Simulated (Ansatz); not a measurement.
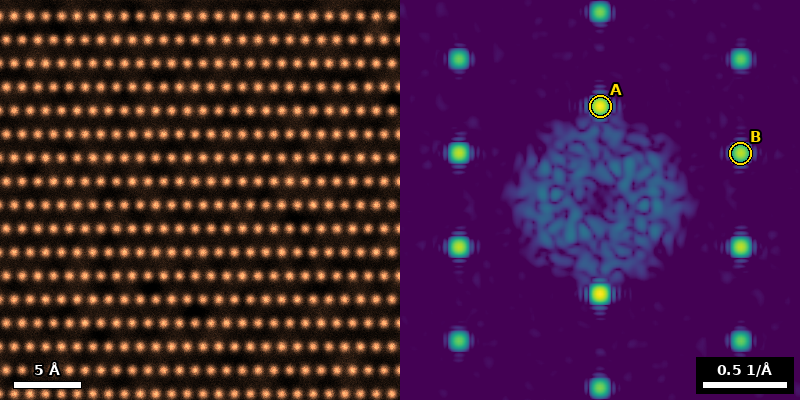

Z-contrast image of a crystal. Simulated incoherent Z contrast: every atom adds Z^1.7 spread by a probe of 0.56 Å full width; channelling and multiple scattering are left out. The probe carries 15 % of its weight in a tail 2.5 times as wide. Shot noise and the speckle of an amorphous layer were added.

The right panel is the modulus of the image's Fourier transform on a logarithmic scale.

Which lattice spacings do the marked spots stand for, and what angle do A and B enclose?

Answer. A: 1.8 Å, B: 1.1 Å; A and B enclose about 72°.

The crystal is Bi (Fm-3m, No. 225) along [221]; the spots are (-2 2 0) and (0 2 -4). Model: a calculation's starting geometry; the starting structure was generated, so it need not be a known form of this composition.
